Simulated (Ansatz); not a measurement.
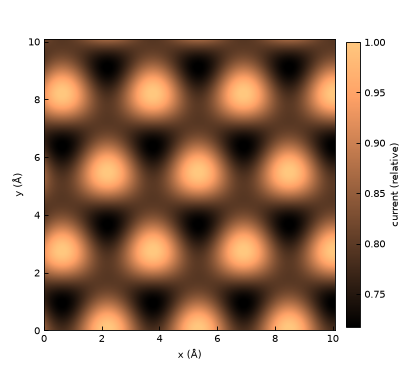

Simulated STM image (constant-height image 3.5 Å above the topmost atom, sample bias −1.50 V).

Model: Tersoff–Hamann, s-wave tip, no tip–sample forces. Zero bias is put in the middle of the gap by convention. Bias windows are sharp sums over the levels of the k mesh.

Give the periodicity of the image.

Answer. The pattern repeats on a hexagonal lattice with shortest vectors of 3.2 Å at 60° (or 120°), a cell of 8.6 Å².

The surface:

Monolayer MoS2. The brightest spots lie over the top S atoms; the darkest points are over the sites above the Mo atoms 1.6 Å below the top plane.

These are results of DFT PBE+D3(BJ), scalar-relativistic, plane waves, PAW (Ansatz 0.2.0), not measurements. Cutoff 420 eV, 30 × 30 k-points, Gaussian smearing 0.05 eV, dipole correction. No spin polarisation.
